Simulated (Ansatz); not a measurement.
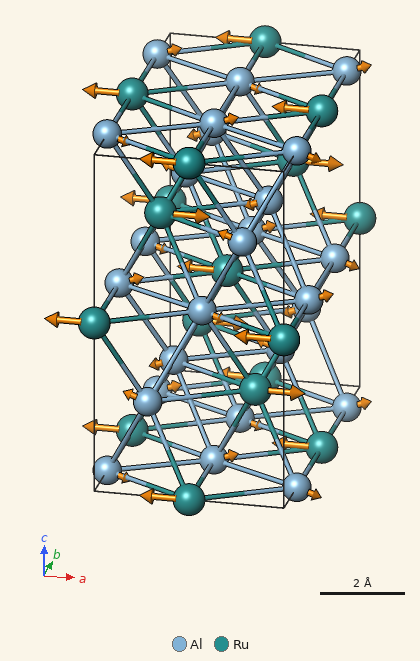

Normal modes of a crystal of Al$_{2}$Ru, space group Fddd (No. 70), at the zone centre. The optical levels lie at 135, 183, 211, 229, 245, 247, 248, 271, 302, 351, 357, 386, 397, 418, 475 cm⁻¹. One mode is drawn. The orange arrows are the displacements of the atoms (eigenvector over the root of the mass), of arbitrary overall length and sign. The picture is a ball-and-stick view of the conventional cell (4 times the calculation's cell), seen from a free direction. Lengths and directions refer to the drawn axes.

Theory: Ansatz, DFT LDA, scalar-relativistic, plane waves, PAW. Settings: plane-wave cutoff 420 eV; k-point mesh 10 × 10 × 10; occupations gaussian; smearing width 0.01 eV; no spin polarisation.

Frequencies are those without the non-analytic (LO–TO) term.

Q: Which of these frequencies is the drawn mode's?

A: The level at 183 cm⁻¹. This is the B₃g mode, optical level 2 of 15, counted from below, Raman-active by symmetry. Atoms of one kind move against one another, with no net shift of any sublattice; the kinetic energy is shared as Ru 92 %, Al 8 %.
